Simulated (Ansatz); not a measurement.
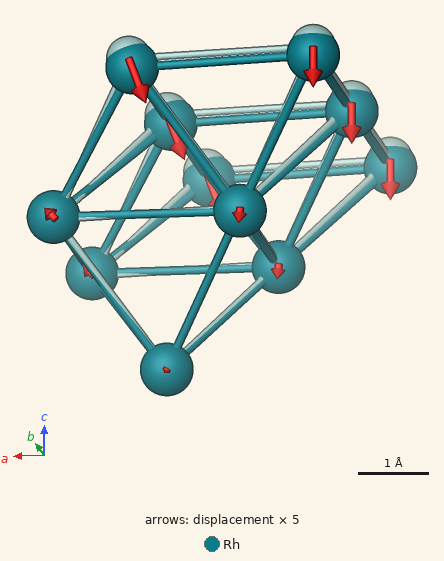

This is a constrained relaxation of a slab of composition Rh (cut from the Fm-3m phase). The starting structure is drawn faded, the final one solid; red arrows show the displacements, magnified 5 times.

A ball-and-stick model of the atoms within 4.2 Å of the atom that moves most (axes of the 1 × 3 repeat of the cell, outlined in the plane, without the vacuum), seen from a free direction.

Case: stripe over 3 of 6 cells, two steps. 12 atoms are held fixed.

All numbers below come from Ansatz, DFT PBE, scalar-relativistic, plane waves, PAW.

Input
```yaml
crystal:
  lattice:
    - [16.2492207394, 0.0, 0.0]
    - [0.0, 2.7082034566, 0.0]
    - [0.0, 0.0, 19.6599561159]
  atoms:
    - { symbol: Rh, position: [0.0, 0.0, 0.0762972202] }
    - { symbol: Rh, position: [0.0833333333, 0.5, 0.1737027798] }
    - { symbol: Rh, position: [0.1666666667, 0.0, 0.0762972202] }
    - { symbol: Rh, position: [0.25, 0.5, 0.1737027798] }
    - { symbol: Rh, position: [0.3333333333, 0.0, 0.0762972202] }
    - { symbol: Rh, position: [0.4166666667, 0.5, 0.1737027798] }
    - { symbol: Rh, position: [0.5, 0.0, 0.0762972202] }
    - { symbol: Rh, position: [0.5833333333, 0.5, 0.1737027798] }
    - { symbol: Rh, position: [0.6666666667, 0.0, 0.0762972202] }
    - { symbol: Rh, position: [0.75, 0.5, 0.1737027798] }
    - { symbol: Rh, position: [0.8333333333, 0.0, 0.0762972202] }
    - { symbol: Rh, position: [0.9166666667, 0.5, 0.1737027798] }
    - { symbol: Rh, position: [0.0, 0.0, 0.2711083395] }
    - { symbol: Rh, position: [0.0833333333, 0.5, 0.3685138992] }
    - { symbol: Rh, position: [0.1666666667, 0.0, 0.2711083395] }
    - { symbol: Rh, position: [0.25, 0.5, 0.3685138992] }
    - { symbol: Rh, position: [0.3333333333, 0.0, 0.2711083395] }
    - { symbol: Rh, position: [0.4166666667, 0.5, 0.3685138992] }
    - { symbol: Rh, position: [0.5, 0.0, 0.2711083395] }
    - { symbol: Rh, position: [0.5833333333, 0.5, 0.3685138992] }
    - { symbol: Rh, position: [0.6666666667, 0.0, 0.2711083395] }
    - { symbol: Rh, position: [0.75, 0.5, 0.3685138992] }
    - { symbol: Rh, position: [0.8333333333, 0.0, 0.2711083395] }
    - { symbol: Rh, position: [0.9166666667, 0.5, 0.3685138992] }
    - { symbol: Rh, position: [0.0, 0.0, 0.4659194589] }
    - { symbol: Rh, position: [0.1666666667, 0.0, 0.4659194589] }
    - { symbol: Rh, position: [0.3333333333, 0.0, 0.4659194589] }
basis:
  ecutwfc: 420
kpoints:
  mp_grid: { grid: [2, 12, 1] }
hamiltonian:
  xc: pbe
scf:
  occupations: { method: gaussian, width: 0.1 }
output:
  forces: true
  eigenvalues: true
  populations: true
relax:
  adjacent_minimum: "off"
  f_tol: 0.02
  max_steps: 45
  constraints: [{ sites: [0, 1, 2, 3, 4, 5, 6, 7, 8, 9, 10, 11] }]
efield:
  axis: 3
  dipole_correction: true
  ramp_width: 0.04
```

Command:
```bash
ansatz run input.yaml --threads 4 --pin off --max-ram 11264MiB --backend cpu --events-out ev --progress --plain --runs-dir out
```

Q: What happened in the run?

A: The largest moves, 0.15 Å, are those of Rh25 and Rh27. Rh27 goes at 20° to the normal (−c side). The lattice vectors keep their values. Among the contacts that change: Rh16–Rh27 2.708 → 2.614 Å, Rh18–Rh27 2.708 → 2.631 Å, Rh16–Rh26 2.708 → 2.657 Å, Rh17–Rh18 2.708 → 2.758 Å. The energy falls by 0.233 eV per cell of the calculation in 3 accepted moves (4 points after the start). The largest force component goes from 0.91 to 0.015 eV/Å. 1 step only repeated the SCF at the same geometry.
